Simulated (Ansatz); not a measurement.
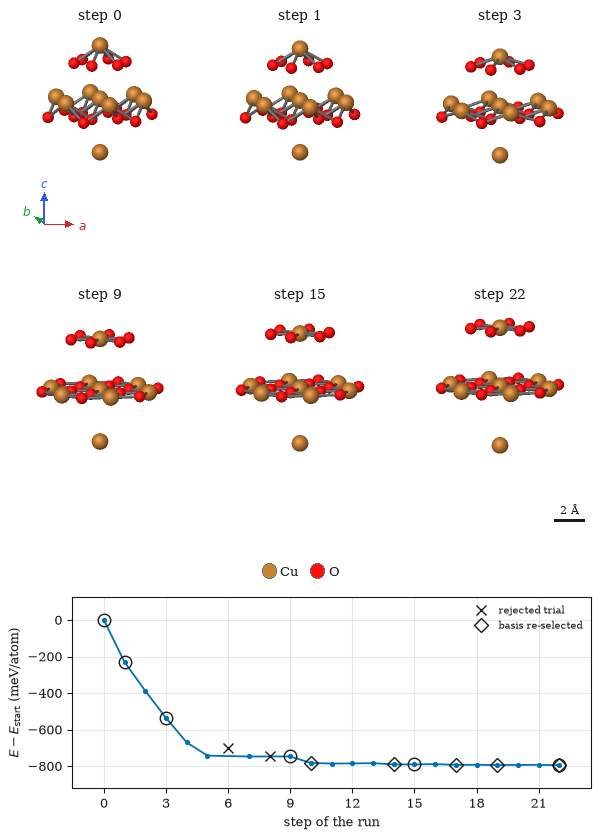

Frames of a relaxation of a crystal of CuO$_{2}$ (a generated structure, set up in P6mm) (coarse preliminary run), marked on the history of the run. A ball-and-stick model of the atoms within 4.2 Å of the atom that moves most (axes of the cell of the calculation), seen slightly off an axis.

Method: DFT PBE, scalar-relativistic, plane waves, PAW (Ansatz).

Input file:
```yaml
crystal:
  lattice:
    - [3.12069406, 0.0, 0.0]
    - [-1.56034703, 2.70260034, 0.0]
    - [0.0, 0.0, 3.65940694]
  atoms:
    - { symbol: Cu, position: [0.0, 0.0, 0.69792492], spin: 1.0 }
    - { symbol: O, position: [0.33333333, 0.66666667, 0.38056694] }
    - { symbol: O, position: [0.66666667, 0.33333333, 0.38056694] }
basis:
  ecutwfc: 420
kpoints:
  mp_grid: { grid: [6, 6, 6] }
hamiltonian:
  xc: pbe
scf:
  occupations: { method: gaussian, width: 0.1 }
  lower_state_search: "off"
output:
  forces: true
  stress: true
  eigenvalues: true
  populations: true
magnetization:
  spin_polarized: true
relax:
  adjacent_minimum: "off"
  f_tol: 0.04
  max_steps: 70
  cell: { stress_tol: 0.4 }
```

Run as
```bash
ansatz run input.yaml --threads 1 --pin off --max-ram 2560MiB --backend cpu --events-out ev --progress --plain --runs-dir out
```

> What happens along the run?

Cu1 moves most relative to the cell: 0.85 Å along −c. Largest moves by element: Cu 0.85 Å, O 0.43 Å. Cell: a = b 3.121 → 3.513 Å (+12.6 %), c 3.659 → 4.031 Å (+10.1 %). Volume +39.6 %. Some distances before and after: Cu1–O2 2.144 → 2.028 Å. Among the angles between lasting bonds that change: O2–Cu1–O3 114.4° → 180.0°, Cu1–O3–Cu1 93.4° → 120.0°, O2–Cu1–O2 93.4° → 120.0°. The space group (tolerance 0.01 Å) goes from P6mm (No. 183) to P6/mmm (No. 191). Over 15 accepted moves (22 points after the start) the energy falls by 795 meV per atom. Largest force component: 0.074 eV/Å at the start, under 0.0001 eV/Å at the end. Pressure: 26.70 GPa at the start and 0.12 GPa at the end. The line search rejected the trial steps at points 6, 8 of the run. At 5 points the geometry stayed and the basis and grid were re-selected for the new cell (energy shift of 35.7 meV per atom at most each time). The program noted that the starting moments weren't kept. The run may lie on a higher electronic state than the lowest, so the end point isn't shown to be the ground-state structure. The run took 74 s on 1 thread of Intel(R) Xeon(R) 6975P-C (Granite Rapids), on a shared host, peak memory 0.39 GiB. From step 0 to 1: Cu1 moves most (0.04 Å), volume +6.7 %, energy −231 meV per atom. From step 1 to 3: Cu1 moves most (0.26 Å), volume +7.9 %, energy −305 meV per atom. From step 3 to 9: Cu1 moves most (0.44 Å), volume +3.7 %, energy −211 meV per atom. From step 9 to 15: volume +9.2 %, energy −43.5 meV per atom. From step 15 to 22: volume +7.1 %, energy −4.6 meV per atom.

| step | E − E(0), meV/atom | largest force component, eV/Å | pressure, GPa | volume, Å³/atom | note |
| --- | --- | --- | --- | --- | --- |
| 0 | 0.00 | 0.0737 | 26.70 | 10.288 |  |
| 1 | -231.30 | 1.0701 | 9.97 | 10.977 |  |
| 2 | -388.04 | 1.5101 | -2.38 | 11.492 |  |
| 3 | -536.09 | 1.6585 | -4.15 | 11.839 |  |
| 4 | -670.25 | 1.2208 | -4.09 | 11.958 |  |
| 5 | -742.27 | 0.2837 | 2.27 | 11.920 |  |
| 6 | -702.54 | 0.4122 | -10.97 | 13.247 | rejected |
| 7 | -747.02 | 0.0211 | 0.15 | 12.194 |  |
| 8 | -744.79 | 0.0759 | 2.17 | 12.334 | rejected |
| 9 | -746.78 | 0.0082 | 0.06 | 12.283 |  |
| 10 | -782.45 | 0.0081 | 4.09 | 12.283 | same geometry, new basis |
| 11 | -785.60 | 0.0238 | 1.46 | 12.610 |  |
| 12 | -785.12 | 0.0031 | 0.29 | 12.917 |  |
| 13 | -783.41 | 0.0015 | -0.07 | 13.171 |  |
| 14 | -790.67 | 0.0015 | 0.16 | 13.171 | same geometry, new basis |
| 15 | -790.28 | 0.0002 | 0.14 | 13.411 |  |
| 16 | -788.61 | 0.0001 | -0.02 | 13.713 |  |
| 17 | -793.08 | 0.0001 | 0.17 | 13.713 | same geometry, new basis |
| 18 | -792.20 | 0.0000 | -0.06 | 14.001 |  |
| 19 | -794.00 | 0.0000 | 0.13 | 14.001 | same geometry, new basis |
| 20 | -793.25 | 0.0001 | 0.08 | 14.233 |  |
| 21 | -792.62 | 0.0000 | 0.01 | 14.359 |  |
| 22 | -794.84 | 0.0000 | 0.12 | 14.359 | same geometry, new basis |
